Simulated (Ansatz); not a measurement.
**CoSn2: band-structure calculation**

The run: band-structure calculation of CoSn2 (6 atoms in the cell). Method and program: DFT PBEsol, scalar-relativistic, plane waves, PAW, no spin polarisation (Ansatz 0.2.0).

The structure derives from an entry of the Crystallography Open Database. Figures and captions count atoms from 1; the log counts them from 0 in places.

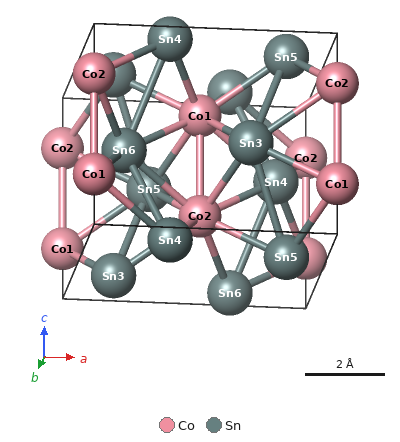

Figure 1. The input geometry (ball-and-stick view of the cell 2 times as large as that of the calculation, set on its symmetry axes, seen at an oblique angle; atoms are numbered from 1 in the order of the input).

**Results in brief**

```tsv
quantity	value
outcome	converged
space group (tolerance 0.01 Å)	I4/mcm (140)
electrons treated	90
free energy	−33985.8419 eV
Fermi energy	15.402 eV
gap on the k-point mesh	none (metallic)
pressure	0.00 GPa
largest force (length of the vector)	under 0.001 eV/Å
hardware	1 thread of Intel Xeon (Granite Rapids), 176 GiB of memory available, shared host
wall time	84 s
peak memory	0.83 GiB
```

**Notes**

The run has no spin polarisation, so a magnetic state may lie lower.

**Input file**
```yaml
crystal:
  lattice:
    - [-3.1397850723, 3.1397850723, 2.6987583004]
    - [3.1397850723, -3.1397850723, 2.6987583004]
    - [3.1397850723, 3.1397850723, -2.6987583004]
  atoms:
    - { symbol: Co, position: [0.25, 0.25, 0.0] }
    - { symbol: Co, position: [0.75, 0.75, 0.0] }
    - { symbol: Sn, position: [0.6663276326, 0.1663276326, 0.8326552652] }
    - { symbol: Sn, position: [0.1663276326, 0.3336723674, 0.5] }
    - { symbol: Sn, position: [0.3336723674, 0.8336723674, 0.1673447348] }
    - { symbol: Sn, position: [0.8336723674, 0.6663276326, 0.5] }
basis:
  ecutwfc: 420
kpoints:
  mp_grid: { grid: [8, 8, 8] }
  band_path:
    path:
      - [[0.0, 0.0, 0.0], [0.0, 0.0, 0.5], [-0.5, 0.5, 0.5], [0.0, 0.0, 0.0], [0.43470053, 0.43470053, -0.43470053]]
      - [[-0.43470053, 0.56529947, 0.43470053], [-0.5, 0.5, 0.5]]
      - [[0.0, 0.0, 0.5], [0.25, 0.25, 0.25], [0.0, 0.5, 0.0], [0.0, 0.0, 0.0]]
    npoints: 14
hamiltonian:
  xc: pbesol
scf:
  occupations: { method: gaussian, width: 0.1 }
  n_extra_bands: 15
output:
  forces: true
  stress: true
  eigenvalues: true
  populations: true
  dos: { projected: true, de: 0.02, nscf_kmesh: { grid: [12, 12, 12] } }
  bader: true
  write_density: true
  write_potential: true
  elf: true
  volumetric_format: npy
```

Command:
```bash
ansatz run input.yaml --threads 1 --pin off --max-ram 2560MiB --backend cpu --events-out ev --progress --plain --runs-dir out
```

**Log**
```
scf.n_extra_bands = 15 over 45 filled bands (N_el = 90.0): the run solves 60 bands
Engine: ansatz 0.2.0, x86_64-unknown-linux-gnu
Pseudopotentials: kind: paw
Pseudopotential: Co, paw, valence charge 17, recommended cutoff 420 eV (normal), Co.paw.azcp
Pseudopotential: Sn, paw, valence charge 14, recommended cutoff 420 eV (normal), Sn.paw.azcp
Functional definition: PBEsol
  exchange = pbesol_x
  correlation = pbesol_c
Crystal: 6 atoms, lattice volume = 106.420 Å³
Basis set: ecut = 420 eV, 2073 PW (Γ), exchange–correlation on 72×72×72 points (8 copies of the dense FFT grid, shifted against one another)
Bands: 60, of which v1, the nominal top of the filled ones, is band 45 counted from 1 (44 counted from 0)
Symmetry: 16 space group operations
Space group: I4/mcm (ITA 140), of the structure as read, at distance tolerance 4.7e-5 Å
k-points: 59 of 512
Non-local potential: Co, projectors of the file, l = 0: 3, l = 1: 2, l = 2: 3, l = 3: 1
Non-local potential: Sn, projectors of the file, l = 0: 2, l = 1: 2, l = 2: 2, l = 3: 2
PAW form: soft (Blöchl's): semilocal exchange-correlation on the pseudo side does not see the compensation charge
PAW frozen core: Co, regenerated for the run's functional, and the local potential with it (the file was generated under x = pbe(κ = 0.804, μ = 0.2195149727645171), c = pbe(β = 0.06672455060314922))
PAW frozen core: Sn, regenerated for the run's functional, and the local potential with it (the file was generated under x = pbe(κ = 0.804, μ = 0.2195149727645171), c = pbe(β = 0.06672455060314922))
PAW one-centre angular grid: Co, 590 points (default); XC on 64 Gauss nodes
PAW one-centre angular grid: Sn, 590 points (default); XC on 64 Gauss nodes
Initial density: superposition of atomic densities (neutral atoms: chi_scale 0, normalization atom), corrected by the library's trained network
Initial wavefunctions: pseudopotential atomic-orbital guess
Functional: x = pbesol(κ = 0.804, μ = 0.12345679012345678), c = pbesol(β = 0.046)
SCF iter   1: F=—  HF=-33985.849887 eV  |F-HF|=—  |Δ(HF+E_count)|=         —  Δρ=9.68e-3  dr2=4.99e-2  ethr=1.77e-3  ⟨swp⟩=5.9  Hψ=14042  notcnv=0  defer=194
preconditioner: auto → Kerker (q_TF=auto, 2.653 Å⁻¹)  [metal: Δε(μ)=0.016 eV  Ē_g=18.353 eV  σ=0.100 eV  W_gap=0.09  n_scr=34 (ndim 8)  ℏωp=31.0 eV  f_vac=0.000  D(μ)=3.02/eV (n_scr^D=16)]
SCF iter   2: F=—  HF=-33985.842489 eV  |F-HF|=—  |Δ(HF+E_count)|=   7.40e-3  Δρ=3.37e-3  dr2=5.81e-3  ethr=5.54e-5  ⟨swp⟩=2.6  Hψ=5308  notcnv=0  defer=223
SCF iter   3: F=—  HF=-33985.841922 eV  |F-HF|=—  |Δ(HF+E_count)|=   5.67e-4  Δρ=6.03e-4  dr2=2.24e-4  ethr=6.46e-6  ⟨swp⟩=2.9  Hψ=5779  notcnv=0  defer=223
SCF iter   4: F=—  HF=-33985.841886 eV  |F-HF|=—  |Δ(HF+E_count)|=   3.55e-5  Δρ=1.09e-4  dr2=2.09e-5  ethr=2.49e-7  ⟨swp⟩=2.4  Hψ=3900  notcnv=0  defer=223
SCF iter   5: F=—  HF=-33985.841891 eV  |F-HF|=—  |Δ(HF+E_count)|=   4.47e-6  Δρ=9.05e-5  dr2=1.05e-5  ethr=2.33e-8  ⟨swp⟩=2.0  Hψ=3974  notcnv=0  defer=223
SCF iter   6: F=—  HF=-33985.841890 eV  |F-HF|=—  |Δ(HF+E_count)|=   7.93e-7  Δρ=3.42e-5  dr2=5.97e-7  ethr=1.17e-8  ⟨swp⟩=1.8  Hψ=3316  notcnv=0  defer=223
SCF iter   7: F=-33985.841890 eV  HF=-33985.841890 eV  |F-HF|=1.62e-8  |Δ(HF+E_count)|=   1.06e-7  Δρ=6.47e-6  dr2=2.83e-8  ethr=1.11e-10  ⟨swp⟩=15.8  Hψ=25155  notcnv=0
SCF 1 converged in 7 iterations: F = -33985.841890 eV  dr2 = 2.83e-8
  greatest PAW one-centre occupation: 1.001 electrons in one spin orbital (limit 2), on the Co atom at site 1 (counted from 0), in its partial waves of l = 1
```

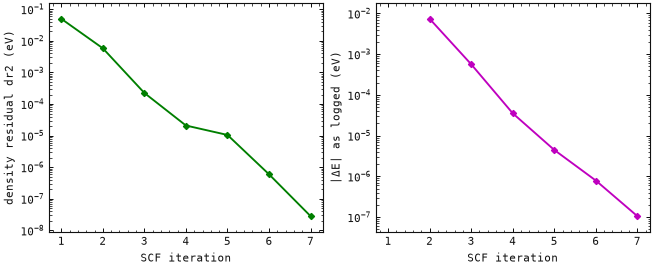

Figure 2. Convergence of the self-consistent field: density residual dr2 and size of the energy change against the SCF iteration. The residual falls at every step.

```
NSCF: frozen V_eff on 115 k-points
NSCF: frozen V_eff on 163 k-points
SCF converged after 7 iterations
Free energy (F): -33985.841890 eV
Harris-Foulkes:  -33985.841890 eV  (|F-HF|=1.62e-8)
Internal energy: -33985.826080 eV  (E = F + TS)
E sigma→0 (E₀):  -33985.833985 eV
Entropy (-TS):   -0.015810 eV (-2.635 meV/atom)
Fermi energy:    15.402300 eV
--- Per-component energies (eV) ---
  E_band       = -656.735297
  E_kinetic    = 1668.794071
  E_local      = -9756.557446  (includes V_loc(G=0)·N_el)
  E_nonlocal   = 803.164033
  E_hartree    = 4923.921916
  E_xc         = -1834.904288
  E_vxc        = -800.661118  (∫ρ·V_xc dr)
  E_paw        = -19241.243566  (= ΣΔE_a)
  E_vpaw       = -2419.325573  (= ΣTr[D̂ρ^β])
  E_aug_tail   = 0.000090  (compensation charges beyond the density's cutoff)
  E_ewald      = -10550.517088
  E_core_change = 1.516198  (= ΣΔE_core)
  E_smearing   = -0.015810  (= −TS)
  E_closure    = 0.000000  (closes the sum)
  Σ components = -33985.841890   (vs F -33985.841890, Δ=0.00e0)
--- Forces (eV/Å), atoms counted from 1 ---
  atom   1  Co    -0.00000000     0.00000000     0.00000000
  atom   2  Co    -0.00000000     0.00000000     0.00000000
  atom   3  Sn    -0.00006445    -0.00006445     0.00000000
  atom   4  Sn     0.00006445    -0.00006445     0.00000000
  atom   5  Sn     0.00006445     0.00006445     0.00000000
  atom   6  Sn    -0.00006445     0.00006445     0.00000000
  max |Σ_I F_I| component: 4.34e-17 eV/Å
--- Stress (GPa, compression-positive) ---
        0.001484       0.000000       0.000000
        0.000000       0.001484      -0.000000
        0.000000      -0.000000      -0.001073
  P = ⅓ Tr σ = 0.0006 GPa (0.006 kbar)
--- Band table (eV; the first three rows and the last of 59) ---
  k-point 0: bands = ["-78.7752", "-78.7686", "-42.2775", "-42.2352", "-42.2352", "-42.2279", "-42.2279", "-42.2012", "-6.1277", "-6.1020", "-6.0748", "-6.0735", "-6.0735", "-6.0711", "-6.0433", "-6.0397", "-6.0397", "-5.9893", "-5.9701", "-5.9145", "-5.9145", "-5.9087", "-5.8932", "-5.8932", "-5.8852", "-5.8313", "-5.8313", "-5.8272", "3.0579", "9.0605", "10.1341", "10.1341", "11.7365", "11.7365", "12.0919", "12.4156", "12.8348", "12.8348", "12.9184", "13.0797", "13.4429", "14.0595", "14.2550", "14.3244", "14.8143", "14.8143", "15.8350", "15.9128", "15.9128", "16.0740", "18.1180", "20.3646", "20.3646", "20.8677", "21.2476", "23.2739", "27.1115", "27.1115", "27.9798", "28.1110"]
  k-point 1: bands = ["-78.7752", "-78.7686", "-42.2775", "-42.2352", "-42.2352", "-42.2279", "-42.2279", "-42.2012", "-6.1372", "-6.1025", "-6.0958", "-6.0926", "-6.0686", "-6.0630", "-6.0401", "-6.0189", "-6.0182", "-5.9848", "-5.9711", "-5.9337", "-5.9197", "-5.8942", "-5.8941", "-5.8930", "-5.8780", "-5.8481", "-5.8335", "-5.8142", "3.1843", "8.6163", "9.7795", "10.1282", "11.3982", "11.7998", "12.2835", "12.4640", "12.5326", "12.9657", "12.9812", "13.4046", "13.4413", "14.2684", "14.3328", "14.7502", "14.7963", "14.8456", "15.8803", "16.1397", "16.2315", "16.3724", "18.2565", "19.0988", "19.2936", "22.2043", "22.5111", "23.2935", "25.7850", "26.3977", "26.8055", "27.1774"]
  k-point 2: bands = ["-78.7752", "-78.7686", "-42.2775", "-42.2353", "-42.2351", "-42.2280", "-42.2279", "-42.2012", "-6.1604", "-6.1192", "-6.1053", "-6.0784", "-6.0653", "-6.0615", "-6.0411", "-6.0197", "-5.9936", "-5.9659", "-5.9598", "-5.9526", "-5.9305", "-5.8966", "-5.8928", "-5.8818", "-5.8651", "-5.8629", "-5.8340", "-5.8093", "3.5621", "7.4816", "9.3432", "10.1072", "11.4898", "11.7785", "11.9258", "11.9794", "12.8035", "13.2127", "13.3806", "13.4417", "13.7464", "14.2694", "14.3645", "14.7548", "14.8114", "15.5207", "16.1545", "16.8532", "17.1220", "17.2210", "18.0883", "18.6348", "18.7619", "22.5114", "22.9457", "22.9720", "25.4095", "25.5225", "25.5735", "25.6947"]
  k-point 58: bands = ["-78.7751", "-78.7686", "-42.2777", "-42.2354", "-42.2354", "-42.2280", "-42.2280", "-42.2012", "-6.1650", "-6.1548", "-6.1452", "-6.0954", "-6.0338", "-6.0338", "-6.0217", "-6.0217", "-5.9850", "-5.9850", "-5.9788", "-5.9398", "-5.9147", "-5.8661", "-5.8638", "-5.8589", "-5.8589", "-5.8535", "-5.8535", "-5.8497", "6.6514", "6.6514", "6.9345", "8.0094", "8.8320", "9.3050", "12.4500", "12.4500", "13.1282", "13.4551", "13.7541", "14.2835", "14.5250", "14.7074", "14.7074", "15.6597", "15.6800", "17.0418", "18.0988", "18.1029", "18.1029", "18.3842", "18.3842", "20.8516", "21.6467", "21.6467", "22.4517", "23.8023", "24.7221", "24.7221", "24.8332", "24.8332"]
--- Löwdin populations: 6 sites ---
  site symbol       q [e]
     0     Co     16.6704
     1     Co     16.6704
     2     Sn     14.0514
     3     Sn     14.0514
     4     Sn     14.0514
     5     Sn     14.0514
  spilling = 0.005040 (of n_electrons = 90.000000)
--- Bader charges: 6 sites ---
  site symbol  charge [e]  shift [e]
     0     Co     -0.4148     0.0015
     1     Co     -0.4148     0.0015
     2     Sn      0.2074     0.0008
     3     Sn      0.2074     0.0008
     4     Sn      0.2074     0.0008
     5     Sn      0.2074     0.0008
  estimated error of the sums over rays = 3.7e-4 e
```

**File bader_charges.tsv**
```
# site	symbol	x_ang	y_ang	z_ang	partial_charge_e	electrons	volume_ang3	relative_density_drop	shared_charge_e	partial_wave_shift_e
# quadrature_error_electrons = 3.7e-4
0	Co	0.0000	0.0000	1.3494	-0.41479	27.41479	13.58	-	-0.41479	0.00154
1	Co	0.0000	0.0000	4.0481	-0.41479	27.41479	13.58	-	-0.41479	0.00154
2	Sn	1.0445	4.1843	0.0000	0.20738	49.79262	19.81	-	0.20738	0.00077
3	Sn	2.0953	1.0445	0.0000	0.20741	49.79259	19.81	-	0.20741	0.00077
4	Sn	2.0953	-1.0445	2.6988	0.20737	49.79263	19.81	-	0.20737	0.00077
5	Sn	1.0445	2.0953	2.6988	0.20741	49.79259	19.81	-	0.20741	0.00077
```

**File populations.tsv**
```
# site	symbol	l	j	q
# orbitals = lowdin
# n_electrons = 90.000000
# spilling = 0.005040
0	Co	0_3S	-	1.979232
0	Co	0_4S	-	0.548892
0	Co	1_3P	-	5.995251
0	Co	2_3D	-	8.147011
1	Co	0_3S	-	1.979232
1	Co	0_4S	-	0.548892
1	Co	1_3P	-	5.995251
1	Co	2_3D	-	8.147011
2	Sn	0_5S	-	1.491323
2	Sn	1_5P	-	2.568452
2	Sn	2_4D	-	9.991628
3	Sn	0_5S	-	1.491323
3	Sn	1_5P	-	2.568452
3	Sn	2_4D	-	9.991628
4	Sn	0_5S	-	1.491323
4	Sn	1_5P	-	2.568452
4	Sn	2_4D	-	9.991628
5	Sn	0_5S	-	1.491323
5	Sn	1_5P	-	2.568452
5	Sn	2_4D	-	9.991628
```

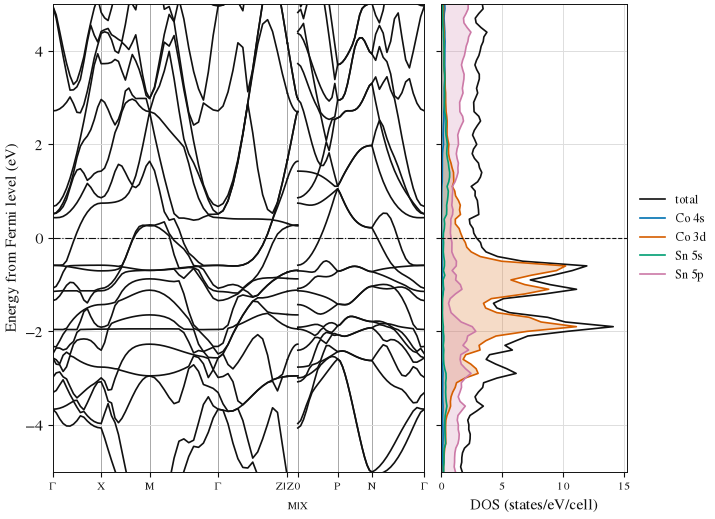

Figure 3. Band structure along Γ–X–M–Γ–Z|Z0–M|X–P–N–Γ and density of states (projected on Löwdin-orthogonalised atomic shells), with energies from the Fermi level. Bands cross the Fermi level: a metal at this level of theory.

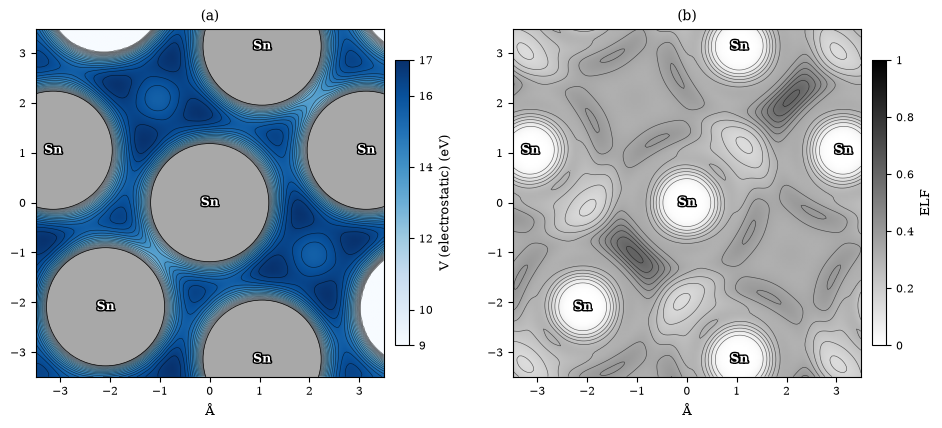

Figure 4. (a) electrostatic potential energy of an electron; (b) electron localisation function on the (001) plane of the conventional cell. Grey discs, where drawn, cover atomic cores. The section cuts through Sn sites. Sn–Sn (2.95 Å): the ELF peaks at about 0.60 between the atoms. Outside the cores the potential energy rises away from the atoms and is highest about 1.6 Å from the nearest atoms; outside the discs it spans about 8 eV, and its zero is arbitrary. Core electrons are frozen (PAW), so the fields are smoothed inside the atomic spheres.

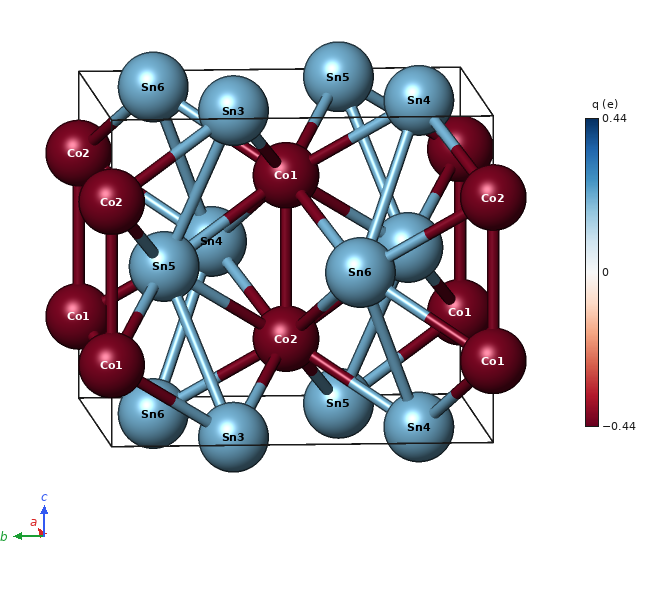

Figure 5. Bader charges, as the colour of each atom (ball-and-stick view of the cell 2 times as large as that of the calculation, set on its symmetry axes, seen at an oblique angle; atoms are numbered from 1 in the order of the input). By element: Co −0.41 and Sn +0.21 e.
